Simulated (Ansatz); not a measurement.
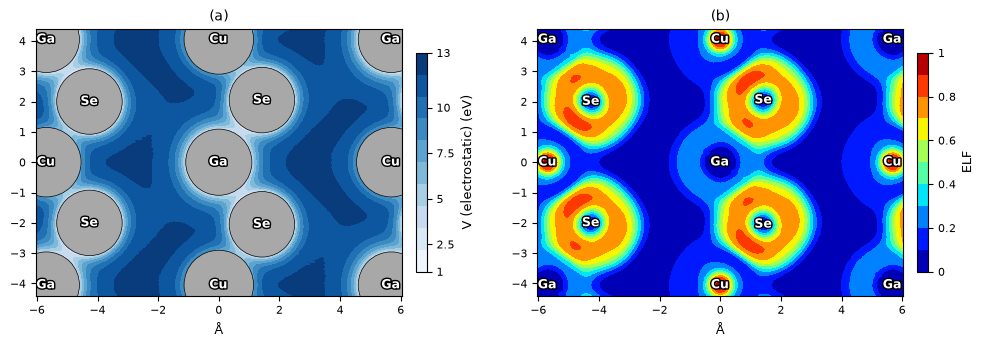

Figure 1: GaCuSe₂. (a) electrostatic potential (local pseudopotential plus Hartree) felt by an electron; (b) ELF on the (11̄0) plane of the conventional cell. Grey discs cover the atomic cores in the potential map.

Space group I-42d; changed on purpose from its base cell (volume × 1.03, shape and atoms relaxed); computed without spin polarisation.

All numbers below come from Ansatz, DFT PBE, scalar-relativistic, plane waves, PAW.

In a PAW calculation such maps are meaningful between the atoms, not at the nuclei.

> Describe what can be read from this map.

The section cuts through Ga, Cu and Se sites.
Cu–Se (2.46 Å): the ELF is about 0.50 at the midpoint.
Ga–Se (2.49 Å): the ELF is about 0.70 at the midpoint.
The features right at Ga and Cu lie inside the PAW spheres, where the map follows smoothed inner orbitals and isn't to be read closely.
Outside the cores the potential energy rises away from the atoms and is highest about 2.4 Å from the nearest atoms; its zero is arbitrary.

> Metal or insulator at this level of theory?

It is metallic or semimetallic at this level of theory: no gap opens; semilocal functionals without U, or without the true magnetic order, often close the gap of such compounds.
